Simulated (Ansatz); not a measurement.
**Run report: Cu, geometry relaxation (part 2 of 2)**

Continued. System: Cu (1 atom in the cell). Method: DFT PBE, scalar-relativistic, plane waves, PAW, no spin polarisation (Ansatz 0.2.0); cutoff 420 eV, 20×20×20 k-mesh, Gaussian smearing of 0.1 eV. The structure derives from a Materials Project entry.

Geometry of the input (Å; fractional positions):
```
0.0000  1.7887  1.7887
1.7887  0.0000  1.7887
1.7887  1.7887  0.0000
Cu 0.0000  0.0000  0.0000
```

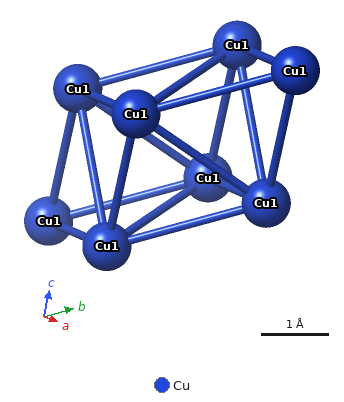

The geometry at step 3 of the log (ball-and-stick view of the cell of the calculation, seen slightly off an axis; atoms are numbered from 1 in the order of the input).

What the program printed, continued:
```
SCF iter   1: F=—  HF=-6625.175850 eV  |F-HF|=—  |Δ(HF+E_count)|=         —  Δρ=1.42e-4  dr2=1.54e-6  ethr=8.03e-9  ⟨swp⟩=1.7  Hψ=21079  notcnv=0
preconditioner: auto → none  [metal: Δε(μ)=0.064 eV  Ē_g=16.899 eV  σ=0.100 eV  W_gap=0.33  n_scr=0 (ndim 8)  ℏωp=35.6 eV  f_vac=0.000  D(μ)=0.27/eV (n_scr^D=0)]
SCF iter   2: F=—  HF=-6625.175849 eV  |F-HF|=—  |Δ(HF+E_count)|=   1.17e-6  Δρ=1.10e-5  dr2=9.36e-9  ethr=8.03e-9  ⟨swp⟩=2.2  Hψ=4877  notcnv=0
iter 3 did not close the SCF: its close was put off for the readings that it lacked (scf_convergence_deferred on its scf_iter line)
SCF iter   3: F=-6625.175849 eV  HF=-6625.175849 eV  |F-HF|=3.77e-9  |Δ(HF+E_count)|=   1.20e-8  Δρ=7.75e-6  dr2=6.07e-9  ethr=4.93e-11  ⟨swp⟩=2.5  Hψ=5883  notcnv=0
iter 4 did not close the SCF: its close was put off for the readings that it lacked (scf_convergence_deferred on its scf_iter line)
SCF iter   4: F=-6625.175849 eV  HF=-6625.175849 eV  |F-HF|=5.09e-11  |Δ(HF+E_count)|=   1.58e-9  Δρ=8.56e-7  dr2=2.18e-11  ethr=3.20e-11  ⟨swp⟩=2.1  Hψ=4993  notcnv=0
iter 5 did not close the SCF: its close was put off for the readings that it lacked (scf_convergence_deferred on its scf_iter line)
SCF iter   5: F=-6625.175849 eV  HF=-6625.175849 eV  |F-HF|=0.00e0  |Δ(HF+E_count)|=  6.82e-11  Δρ=4.02e-8  dr2=1.60e-13  ethr=1.00e-12  ⟨swp⟩=1.1  Hψ=3631  notcnv=0
SCF iter   6: F=-6625.175849 eV  HF=-6625.175849 eV  |F-HF|=9.09e-13  |Δ(HF+E_count)|=  9.09e-13  Δρ=3.11e-9  dr2=2.27e-16  ethr=1.00e-12  ⟨swp⟩=3.1  Hψ=12846  notcnv=0
SCF 6 converged in 6 iterations: F = -6625.175849 eV  dr2 = 2.27e-16
relax step   6: F+E_penalty+E_count = -6625.17584875 eV  Δ(F+E_penalty+E_count) = -4.164e-6 eV  max|allowed force component| = 0.000e0 eV/Å  Δτ_max = 0.0000 Å  P = -0.000 GPa  Ω = 11.956 Å³  energy of the carried Pulay correction = +3.424e-6 eV  (6 SCF iters, accepted)
iter 1 solved again at ethr=2.59e-10 eV; its pass at ethr=3.10e-3 eV (dr2=4.93e-8 eV) is discarded
SCF iter   1: F=—  HF=-6625.175850 eV  |F-HF|=—  |Δ(HF+E_count)|=         —  Δρ=3.41e-7  dr2=7.84e-12  ethr=2.59e-10  ⟨swp⟩=4.1  Hψ=30999  notcnv=0
preconditioner: auto → none  [metal: Δε(μ)=0.064 eV  Ē_g=16.900 eV  σ=0.100 eV  W_gap=0.33  n_scr=0 (ndim 8)  ℏωp=35.6 eV  f_vac=0.000  D(μ)=0.27/eV (n_scr^D=0)]
iter 2 did not close the SCF: its close was put off for the readings that it lacked (scf_convergence_deferred on its scf_iter line)
SCF iter   2: F=-6625.175849 eV  HF=-6625.175849 eV  |F-HF|=7.28e-12  |Δ(HF+E_count)|=   8.52e-7  Δρ=3.42e-7  dr2=7.69e-12  ethr=1.00e-12  ⟨swp⟩=1.9  Hψ=4492  notcnv=0
iter 3 did not close the SCF: its close was put off for the readings that it lacked (scf_convergence_deferred on its scf_iter line)
SCF iter   3: F=-6625.175849 eV  HF=-6625.175849 eV  |F-HF|=0.00e0  |Δ(HF+E_count)|=  1.82e-12  Δρ=1.60e-7  dr2=1.72e-12  ethr=1.00e-12  ⟨swp⟩=1.0  Hψ=3584  notcnv=0
iter 4 did not close the SCF: its close was put off for the readings that it lacked (scf_convergence_deferred on its scf_iter line)
SCF iter   4: F=-6625.175849 eV  HF=-6625.175849 eV  |F-HF|=9.09e-13  |Δ(HF+E_count)|=    0.00e0  Δρ=9.74e-8  dr2=6.40e-13  ethr=1.00e-12  ⟨swp⟩=1.0  Hψ=3584  notcnv=0
iter 5 did not close the SCF: its close was put off for the readings that it lacked (scf_convergence_deferred on its scf_iter line)
SCF iter   5: F=-6625.175849 eV  HF=-6625.175849 eV  |F-HF|=9.09e-13  |Δ(HF+E_count)|=  9.09e-13  Δρ=6.00e-8  dr2=2.43e-13  ethr=1.00e-12  ⟨swp⟩=1.0  Hψ=3584  notcnv=0
SCF iter   6: F=-6625.175849 eV  HF=-6625.175849 eV  |F-HF|=9.09e-13  |Δ(HF+E_count)|=    0.00e0  Δρ=3.48e-8  dr2=8.14e-14  ethr=1.00e-12  ⟨swp⟩=2.5  Hψ=11112  notcnv=0
SCF 7 converged in 6 iterations: F = -6625.175849 eV  dr2 = 8.14e-14
relax step   7: F+E_penalty+E_count = -6625.17584875 eV  Δ(F+E_penalty+E_count) = +0.000e0 eV  max|allowed force component| = 0.000e0 eV/Å  Δτ_max = 0.0000 Å  P = -0.001 GPa  Ω = 11.956 Å³  stress off target by 7.84e-4 GPa  SCF on the basis re-selected at this cell (its energy is not comparable with the rows above)  (6 SCF iters)
```

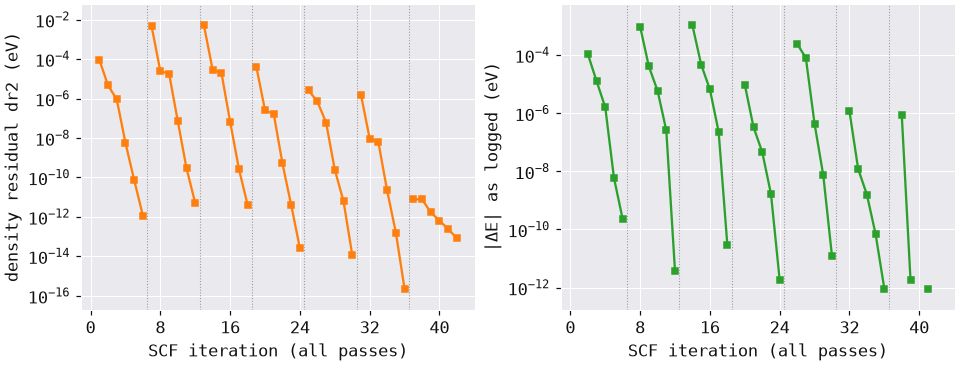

Convergence of the self-consistent field: density residual dr2 and size of the energy change against the SCF iteration. The dotted lines part the SCF passes of the relaxation: geometry steps, rejected trials and re-solves on a re-selected basis. The 7 passes take 6 iterations each, 42 in all.

```
basis re-selected at this cell: Δ(F+E_penalty+E_count) = +0.000e0 eV, ΔP = -0.001 GPa vs the last step (what re-selecting the basis moved, of the pressure what is left beyond the Pulay correction that the steps carried, after the strain that the cell walked since its last selection, with what the two solves' SCF thresholds leave and, on support functions, any second-order correction that the steps lacked; it is no measure of the basis error at this ecutwfc). This SCF's stress stands 7.84e-4 GPa from its target on what of the cell is left free (relax.cell.stress_tol is 5.00e-2 GPa) and its largest allowed force component is 0.00e0 eV/Å (relax.f_tol is 5.00e-3 eV/Å): within both
SCF converged after 6 iterations
Free energy (F): -6625.175849 eV
Harris-Foulkes:  -6625.175849 eV  (|F-HF|=9.09e-13)
Internal energy: -6625.174485 eV  (E = F + TS)
E sigma→0 (E₀):  -6625.175167 eV
Entropy (-TS):   -0.001364 eV (-1.364 meV/atom)
Fermi energy:    16.481943 eV
--- Per-component energies (eV) ---
  E_band       = -363.658037
  E_kinetic    = 299.801326
  E_local      = -4072.972784  (includes V_loc(G=0)·N_el)
  E_nonlocal   = 389.923555
  E_hartree    = 1793.549433
  E_xc         = -89.481678
  E_vxc        = -115.469006  (∫ρ·V_xc dr)
  E_paw        = -1662.984260  (= ΣΔE_a)
  E_vpaw       = -452.040262  (= ΣTr[D̂ρ^β])
  E_aug_tail   = 0.000244  (compensation charges beyond the density's cutoff)
  E_ewald      = -3283.010321
  E_smearing   = -0.001364  (= −TS)
  E_closure    = 0.000000  (closes the sum)
  Σ components = -6625.175849   (vs F -6625.175849, Δ=0.00e0)
--- Forces (eV/Å), atoms counted from 1 ---
  atom   1  Cu     0.00000000    -0.00000000    -0.00000000
  max |Σ_I F_I| component: 3.94e-30 eV/Å
--- Stress (GPa, compression-positive) ---
       -0.000784       0.000000       0.000000
        0.000000      -0.000784      -0.000000
        0.000000      -0.000000      -0.000784
  P = ⅓ Tr σ = -0.0008 GPa (-0.008 kbar)
--- Band table (eV; the first three rows and the last of 256) ---
  k-point 0: bands = ["-96.0381", "-53.3530", "-53.3530", "-53.3530", "7.1886", "13.5424", "13.5424", "13.5424", "14.3600", "14.3600", "39.0127", "41.4192", "41.4192", "41.4192"]
  k-point 1: bands = ["-96.0377", "-53.3555", "-53.3534", "-53.3534", "7.2792", "13.5231", "13.5598", "13.5598", "14.3531", "14.3531", "38.4833", "40.2452", "41.1163", "41.1163"]
  k-point 2: bands = ["-96.0368", "-53.3627", "-53.3544", "-53.3544", "7.5484", "13.4694", "13.6063", "13.6063", "14.3376", "14.3376", "36.3979", "39.6822", "40.5283", "40.5283"]
  k-point 255: bands = ["-96.0208", "-53.4213", "-53.4213", "-53.3928", "12.4341", "13.0341", "13.0341", "14.3177", "15.0683", "22.6386", "22.6386", "24.7476", "25.1419", "44.4828"]
--- Relaxed structure (5 steps of the walk, 5 accepted, 2 SCFs on fresh bases) ---
  F+E_penalty+E_count = -6625.17584875 eV   max|allowed force component| = 0.000e0 eV/Å   (the final SCF, on the basis selected at the relaxed cell)
  cell:  # Å, volume = 11.9561 Å³
    - [-2.7347801380730647e-34, 1.8149014085559712, 1.8149014085559712]
    - [1.8149014085559712, 3.144784224476593e-35, 1.8149014085559712]
    - [1.8149014085559712, 1.8149014085559712, 2.683031836071584e-34]
  atoms:
    - { symbol: Cu, position: [0.0, 0.0, 0.0] }
```

Trajectory as extended XYZ (Å, eV, eV/Å), 7 frames, from step=1 to step=7:
```
1
Lattice="0.0000 1.7887 1.7887 1.7887 0.0000 1.7887 1.7887 1.7887 0.0000" Properties=species:S:1:pos:R:3:forces:R:3 step=1 energy=-6625.16542 pressure_GPa=6.85
Cu    0.0000    0.0000    0.0000    0.0000   0.0000   0.0000
1
Lattice="0.0000 1.8011 1.8011 1.8011 0.0000 1.8011 1.8011 1.8011 0.0000" Properties=species:S:1:pos:R:3:forces:R:3 step=2 energy=-6625.17283 pressure_GPa=3.45
Cu    0.0000    0.0000    0.0000    0.0000   0.0000   0.0000
1
Lattice="0.0000 1.8139 1.8139 1.8139 0.0000 1.8139 1.8139 1.8139 0.0000" Properties=species:S:1:pos:R:3:forces:R:3 step=3 energy=-6625.17550 pressure_GPa=0.27
Cu    0.0000    0.0000    0.0000    0.0000   0.0000   0.0000
1
Lattice="0.0000 1.8151 1.8151 1.8151 0.0000 1.8151 1.8151 1.8151 0.0000" Properties=species:S:1:pos:R:3:forces:R:3 step=4 energy=-6625.17550 pressure_GPa=-0.00
Cu    0.0000    0.0000    0.0000    0.0000   0.0000   0.0000
1
Lattice="0.0000 1.8151 1.8151 1.8151 0.0000 1.8151 1.8151 1.8151 0.0000" Properties=species:S:1:pos:R:3:forces:R:3 step=5 energy=-6625.17584 pressure_GPa=-0.05
Cu    0.0000    0.0000    0.0000    0.0000   0.0000   0.0000
1
Lattice="0.0000 1.8149 1.8149 1.8149 0.0000 1.8149 1.8149 1.8149 0.0000" Properties=species:S:1:pos:R:3:forces:R:3 step=6 energy=-6625.17585 pressure_GPa=-0.00
Cu    0.0000    0.0000    0.0000    0.0000   0.0000   0.0000
1
Lattice="0.0000 1.8149 1.8149 1.8149 0.0000 1.8149 1.8149 1.8149 0.0000" Properties=species:S:1:pos:R:3:forces:R:3 step=7 energy=-6625.17585 pressure_GPa=-0.00
Cu    0.0000    0.0000    0.0000    0.0000   0.0000   0.0000
```

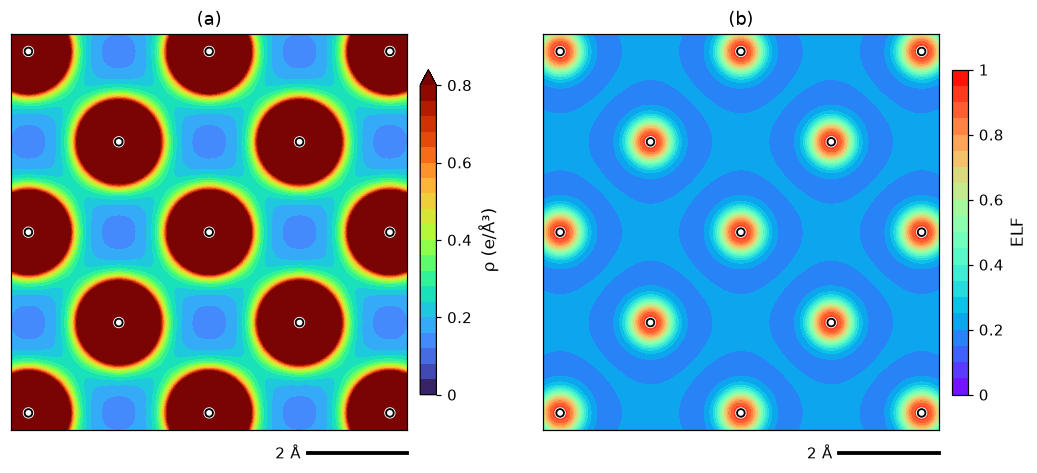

(a) valence pseudo-density; (b) ELF on the (100) plane of the conventional cell. Circles mark the nuclei in the plane (Cu). The plane passes through Cu nuclei. Cu–Cu (2.57 Å): ρ is about 0.26 e/Å³ halfway; the ELF is about 0.20 at the midpoint (no shared electron pair). Away from the nuclei the density in this plane falls to 0.14 e/Å³ at its lowest. The strong features right at Cu lie inside the PAW spheres (semicore, d or f shells) and say nothing about bonding. Core electrons are frozen (PAW), so the fields are smoothed inside the atomic spheres.

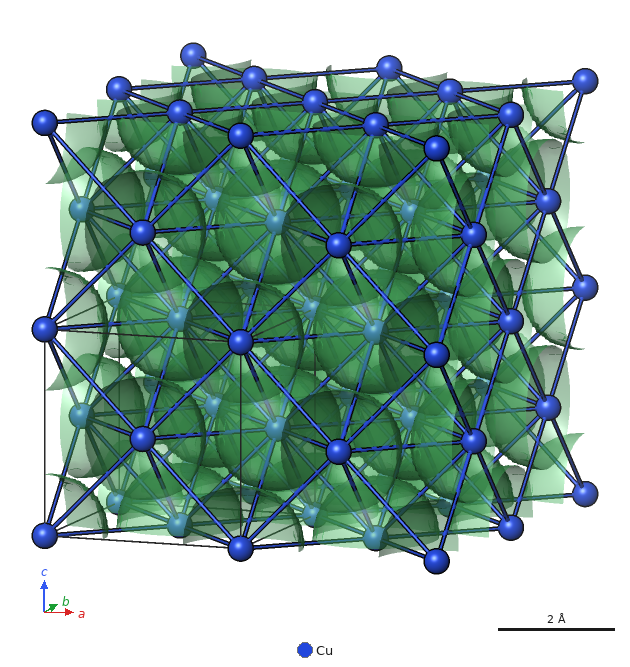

Isosurface of the valence charge density (pseudo) at 0.3 e/Å³ (green), seen slightly off an axis. Sticks mark near contacts. The outline is the cell set on symmetry axes. At this value the density breaks into separate islands; it holds about 90 % of the electrons treated as valence (semicore included). It is pinched off along the Cu–Cu (2.57 Å) contacts. On the grid the lowest density along these lines, outside the cores, is 0.26 e/Å³ (Cu–Cu, 2.57 Å).
